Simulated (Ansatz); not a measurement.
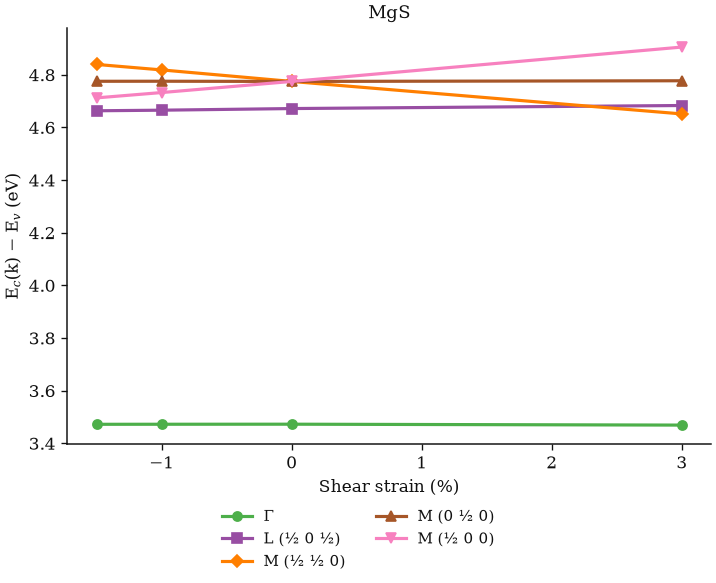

Lowest conduction level at each named k point, counted from the valence-band top at Γ.

System: wurtzite MgS, space group P6_3mc, 4 atoms in the cell, relaxed with r2SCAN; unstrained, a = 4.029 Å, c = 6.454 Å (hexagonal axes). The cell is sheared in the xy plane (engineering strain), and the atoms are relaxed again with r2SCAN. Points keep the names of the unstrained cell; those that the strain makes unlike carry their reduced coordinates. Level of theory: PBE, Ansatz PAW set, no spin polarisation, no spin-orbit coupling, 12×12×4 k mesh, 420 eV cutoff, Fermi-Dirac smearing of 0.02 eV; code Ansatz.

How does the strain split the M points of the conduction band?

Answer. Unstrained, the M points are equivalent. At +3 % the lowest conduction level is 4.65 eV at M (½ ½ 0), 4.78 eV at M (0 ½ 0) and 4.91 eV at M (½ 0 0) above the valence top, a splitting of 0.25 eV, or 85 meV for each 1 % of strain on average.

Which of these conduction levels is lowest, and does that change?

Answer. The lowest is the one at Γ, over the whole range, so among these points the gap stays direct.

The values:
| strain | Γ (eV) | L (½ 0 ½) (eV) | M (½ ½ 0) (eV) | M (0 ½ 0) (eV) | M (½ 0 0) (eV) |
| --- | --- | --- | --- | --- | --- |
| −1.5 % | 3.47 | 4.66 | 4.84 | 4.78 | 4.71 |
| −1 % | 3.47 | 4.67 | 4.82 | 4.78 | 4.73 |
| 0 % | 3.47 | 4.67 | 4.77 | 4.77 | 4.77 |
| +3 % | 3.47 | 4.68 | 4.65 | 4.78 | 4.91 |

LDA, GGA and most meta-GGA functionals understate gaps. The usual form of MgS is rocksalt.
